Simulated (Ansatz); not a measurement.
## Two runs on TaN

System: TaN (C222₁, 4 atoms in the cell).
Method of the first run: DFT PBE, scalar-relativistic, plane waves, PAW, PAW set soft_1, no spin polarisation (Ansatz 0.2.0).

The structure derives from an entry of the Crystallography Open Database. Text and figures count atoms from 1; the logs count them from 0 in places.

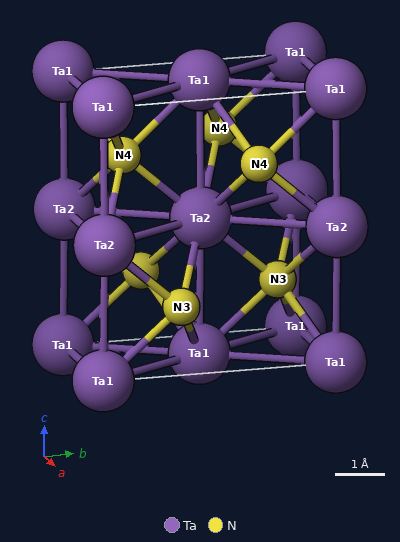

Figure 1. The structure as given in the input (ball-and-stick view of the cell 2 times as large as that of the calculation, set on its symmetry axes, seen slightly off an axis; atoms are numbered from 1 in the order of the input). An atom can appear more than once, as a periodic image.

### The input, the first run
```yaml
crystal:
  lattice:
    - [2.9168996769, 0.0, 0.0]
    - [-1.4584498385, 2.5261092205, 0.0]
    - [0.0, 0.0, 5.9142266377]
  atoms:
    - { symbol: Ta, position: [-0.0171414877, 0.0, 0.0] }
    - { symbol: Ta, position: [0.0171414877, 0.0, 0.5] }
    - { symbol: "N", position: [0.3333333333, 0.6666666667, 0.25] }
    - { symbol: "N", position: [0.6666666667, 0.3333333333, 0.75] }
basis:
  ecutwfc: 520.0
kpoints:
  mp_grid: { grid: [15, 15, 8] }
hamiltonian:
  xc: pbe
  pseudopotentials: { kind: paw, azcp: { folder: soft_1 } }
scf:
  occupations: { method: gaussian, width: 0.15 }
output:
  forces: true
  stress: true
  eigenvalues: true
```

Launched with:
```bash
ansatz run input.yaml --threads 2 --pin off --max-ram 4096MiB --backend cpu --events-out ev --progress --plain --runs-dir out
```

Hardware: 2 threads of Arm Neoverse N1, 98 GiB of memory available, shared host.

### Output, shortened to warnings, some set-up lines, iterations and results (the first run)
```
Basis set: ecut = 520 eV, 1221 PW (Γ), exchange–correlation on 48×48×90 points (8 copies of the dense FFT grid, shifted against one another)
Symmetry: 4 space group operations
k-points: 320 of 1800 (time reversal used)
Initial density: superposition of atomic densities (chi_scale 0.1, normalization cell, long waves kept (reshape's long-wave potential 0.00 eV rms))
[...]
SCF iter   1: F=—  HF=-20638.192290 eV  |F-HF|=—  |Δ(HF+E_count)|=         —  Δρ=4.33e-2  dr2=6.00e-1  ethr=3.10e-3  ⟨swp⟩=4.8  Hψ=28982  notcnv=0
SCF iter   2: F=—  HF=-20638.146904 eV  |F-HF|=—  |Δ(HF+E_count)|=   4.54e-2  Δρ=2.58e-2  dr2=1.41e-1  ethr=1.67e-3  ⟨swp⟩=2.0  Hψ=10603  notcnv=0
SCF iter   3: F=—  HF=-20638.152216 eV  |F-HF|=—  |Δ(HF+E_count)|=   5.31e-3  Δρ=9.13e-3  dr2=2.98e-2  ethr=3.90e-4  ⟨swp⟩=1.0  Hψ=7040  notcnv=0
SCF iter   4: F=—  HF=-20638.150656 eV  |F-HF|=—  |Δ(HF+E_count)|=   1.56e-3  Δρ=1.64e-3  dr2=1.27e-3  ethr=8.28e-5  ⟨swp⟩=2.1  Hψ=10008  notcnv=0
SCF iter   5: F=—  HF=-20638.150695 eV  |F-HF|=—  |Δ(HF+E_count)|=   3.89e-5  Δρ=3.18e-4  dr2=3.83e-5  ethr=3.53e-6  ⟨swp⟩=2.4  Hψ=10421  notcnv=0
SCF iter   6: F=—  HF=-20638.150698 eV  |F-HF|=—  |Δ(HF+E_count)|=   3.95e-6  Δρ=6.89e-5  dr2=2.15e-6  ethr=1.06e-7  ⟨swp⟩=2.0  Hψ=10204  notcnv=0
SCF iter   7: F=-20638.150698 eV  HF=-20638.150698 eV  |F-HF|=2.30e-8  |Δ(HF+E_count)|=   2.09e-7  Δρ=9.48e-6  dr2=4.19e-8  ethr=2.78e-10  ⟨swp⟩=3.4  Hψ=30582  notcnv=0
SCF 1 converged in 7 iterations: F = -20638.150698 eV  dr2 = 4.19e-8
SCF converged after 7 iterations
Free energy (F): -20638.150698 eV
Harris-Foulkes:  -20638.150698 eV  (|F-HF|=2.30e-8)
Internal energy: -20638.138736 eV  (E = F + TS)
E sigma→0 (E₀):  -20638.144717 eV
Entropy (-TS):   -0.011962 eV (-2.991 meV/atom)
Fermi energy:    19.918949 eV
--- Per-component energies (eV) ---
  E_band       = -113.419082
  E_kinetic    = 1046.544049
  E_local      = -1188.284787  (includes V_loc(G=0)·N_el)
  E_nonlocal   = 47.992757
  E_hartree    = 423.569182
  E_xc         = -763.183676
  E_vxc        = -620.563723  (∫ρ·V_xc dr)
  E_paw        = -16865.222432  (= ΣΔE_a)
  E_vpaw       = -246.245313  (= ΣTr[D̂ρ^β])
  E_aug_tail   = 0.000023  (compensation charges beyond the density's cutoff)
  E_ewald      = -3339.553852
  E_smearing   = -0.011962  (= −TS)
  E_closure    = 0.000000  (closes the sum)
  Σ components = -20638.150698   (vs F -20638.150698, Δ=0.00e0)
--- Forces (eV/Å), atoms counted from 1 ---
  atom   1  Ta     0.66398136     0.00000000     0.00000000
  atom   2  Ta    -0.66398136    -0.00000000     0.00000000
  atom   3  N      0.00000000    -0.01269721     0.00000000
  atom   4  N     -0.00000000     0.01269721     0.00000000
  max |Σ_I F_I| component: 0.00e0 eV/Å
--- Stress (GPa, compression-positive) ---
        0.460093       0.000000       0.000000
        0.000000       0.303319       0.000000
        0.000000      -0.000000       0.480181
  P = ⅓ Tr σ = 0.4145 GPa (4.145 kbar)
```

For the second run the input was changed thus:
```diff
-basis:
-  ecutwfc: 520.0
-  mp_grid: { grid: [15, 15, 8] }
+  mp_grid: { grid: [15, 15, 8], shift: [0.5, 0.5, 0.5] }
+  n_extra_bands: 2
```

Predict how the results change.

The free energy of the second run is 1.3 meV per atom higher, the joint effect of these numerical settings, which can't be told apart here. The number of SCF iterations is the same. The irreducible k-points go from 320 to 452. The plane waves at Γ go from 1221 to 847.

### Output, shortened to warnings, some set-up lines, iterations and results (the second run)
```
Warning: crystal.symmetry: narrowed to the stabiliser of the k-point mesh — unitary ops 4 → 2; excluded 2 operations that carry a point of the 15×15×8 mesh (shift [0.5, 0.5, 0.5]) off the mesh (the run samples exactly the mesh kpoints.mp_grid names, as under crystal.symmetry.detect: false, and its converged state has the mesh's symmetry, not the crystal's; ε∞, the Born charges and the force …
Basis set: ecut = 420 eV, 847 PW (Γ), exchange–correlation on 40×40×80 points (8 copies of the dense FFT grid, shifted against one another)
Symmetry: 2 space group operations
k-points: 452 of 1800 (time reversal used)
Initial density: superposition of atomic densities (chi_scale 0.1, normalization cell, long waves kept (reshape's long-wave potential 0.00 eV rms))
[...]
SCF iter   1: F=—  HF=-20638.187725 eV  |F-HF|=—  |Δ(HF+E_count)|=         —  Δρ=4.33e-2  dr2=6.02e-1  ethr=3.10e-3  ⟨swp⟩=4.2  Hψ=39228  notcnv=0
SCF iter   2: F=—  HF=-20638.141646 eV  |F-HF|=—  |Δ(HF+E_count)|=   4.61e-2  Δρ=2.58e-2  dr2=1.40e-1  ethr=1.67e-3  ⟨swp⟩=2.0  Hψ=13483  notcnv=0
SCF iter   3: F=—  HF=-20638.146833 eV  |F-HF|=—  |Δ(HF+E_count)|=   5.19e-3  Δρ=9.21e-3  dr2=3.01e-2  ethr=3.88e-4  ⟨swp⟩=1.0  Hψ=9040  notcnv=0
SCF iter   4: F=—  HF=-20638.145315 eV  |F-HF|=—  |Δ(HF+E_count)|=   1.52e-3  Δρ=1.64e-3  dr2=1.24e-3  ethr=8.35e-5  ⟨swp⟩=2.0  Hψ=13454  notcnv=0
SCF iter   5: F=—  HF=-20638.145371 eV  |F-HF|=—  |Δ(HF+E_count)|=   5.61e-5  Δρ=3.01e-4  dr2=3.92e-5  ethr=3.46e-6  ⟨swp⟩=2.6  Hψ=13976  notcnv=0
SCF iter   6: F=—  HF=-20638.145354 eV  |F-HF|=—  |Δ(HF+E_count)|=   1.69e-5  Δρ=5.83e-5  dr2=1.50e-6  ethr=1.09e-7  ⟨swp⟩=2.0  Hψ=13531  notcnv=0
SCF iter   7: F=-20638.145354 eV  HF=-20638.145354 eV  |F-HF|=2.09e-8  |Δ(HF+E_count)|=   9.04e-8  Δρ=9.58e-6  dr2=4.12e-8  ethr=2.78e-10  ⟨swp⟩=3.3  Hψ=41396  notcnv=0
SCF 1 converged in 7 iterations: F = -20638.145354 eV  dr2 = 4.12e-8
SCF converged after 7 iterations
Free energy (F): -20638.145354 eV
Harris-Foulkes:  -20638.145354 eV  (|F-HF|=2.09e-8)
Internal energy: -20638.132774 eV  (E = F + TS)
E sigma→0 (E₀):  -20638.139064 eV
Entropy (-TS):   -0.012580 eV (-3.145 meV/atom)
Fermi energy:    19.898118 eV
--- Per-component energies (eV) ---
  E_band       = -113.417947
  E_kinetic    = 1046.621244
  E_local      = -1188.288938  (includes V_loc(G=0)·N_el)
  E_nonlocal   = 47.929712
  E_hartree    = 423.570390
  E_xc         = -763.198751
  E_vxc        = -620.582866  (∫ρ·V_xc dr)
  E_paw        = -16865.214518  (= ΣΔE_a)
  E_vpaw       = -246.239298  (= ΣTr[D̂ρ^β])
  E_aug_tail   = 0.001939  (compensation charges beyond the density's cutoff)
  E_ewald      = -3339.553852
  E_smearing   = -0.012580  (= −TS)
  E_closure    = -0.000000  (closes the sum)
  Σ components = -20638.145354   (vs F -20638.145354, Δ=0.00e0)
--- Forces (eV/Å), atoms counted from 1 ---
  atom   1  Ta     0.66408908    -0.00067728     0.00031953
  atom   2  Ta    -0.66408908     0.00067728     0.00031953
  atom   3  N      0.00384931    -0.01485228    -0.00031952
  atom   4  N     -0.00384931     0.01485228    -0.00031952
  max |Σ_I F_I| component: 9.76e-9 eV/Å
--- Stress (GPa, compression-positive) ---
        0.421636      -0.043883       0.000000
       -0.043883       0.159041       0.000000
        0.000000       0.000000       0.683767
  P = ⅓ Tr σ = 0.4215 GPa (4.215 kbar)
```

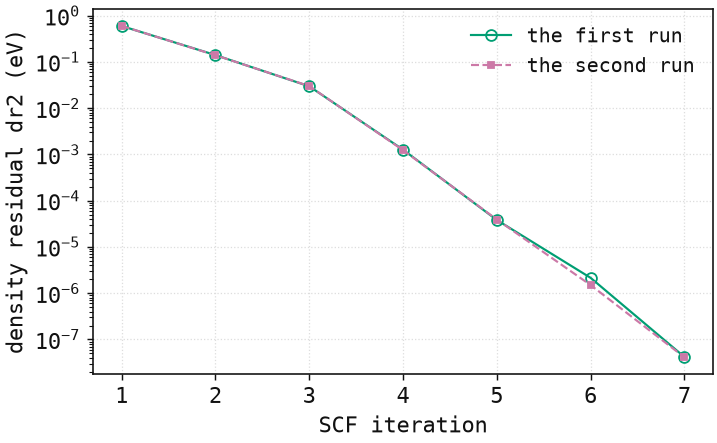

Figure 2. Convergence of the two runs: density residual dr2 against the SCF iteration. The first run takes 7 iterations in all, and the second run takes 7.

### The two runs side by side

| quantity | the first run | the second run |
| --- | --- | --- |
| outcome | converged | converged |
| free energy per atom (eV) | −5159.5377 | −5159.5363 |
| energy per atom, smearing taken to zero (eV) | −5159.5362 | −5159.5348 |
| gap on the mesh (eV) | 0.00 | 0.00 |
| pressure (GPa) | 0.41 | 0.42 |
| largest force (eV/Å) | 0.664 | 0.664 |
| SCF iterations | 7 | 7 |
| irreducible k-points | 320 | 452 |
| plane waves at Γ | 1221 | 847 |
| wall time (shared host) | 31 s | 40 s |

For both runs: Spin–orbit coupling is left out, which matters for Ta. For the second run: Warnings: the k-point mesh lowers the symmetry that the run can use.
